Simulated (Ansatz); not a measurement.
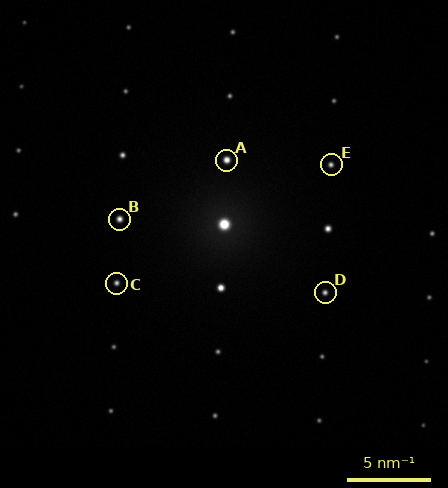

Kinematic zone-axis pattern, calculated for 200 keV electrons with B = 0.5 Å². The zone axis points towards the electron source and the pattern is seen from the source side.

The sample is GaN, space group P6_3mc (No. 186), a = 3.183 Å, c = 5.186 Å (hexagonal axes). Structure: the end point of a relaxation with DFT PBEsol, scalar-relativistic, plane waves, PAW in Ansatz 0.2.0; the starting structure was generated, so it need not be a known form of this composition.

Spot A is indexed 0 0 -2 and spot B -1 2 0.

> What are the indices of the remaining marked spots?

C = −A + B = -1 2 2 (d = 1.356 Å). D = −A − B = 1 -2 2 (d = 1.356 Å). E = A − B = 1 -2 -2 (d = 1.356 Å).

> Give [uvw].

The cross product of A and B is parallel to [210]; every spot obeys hu + kv + lw = 0.

> What are the spacings of A and B and the angle between them?

d(A) = 2.593 Å, d(B) = 1.591 Å, and the angle is 90.0°.
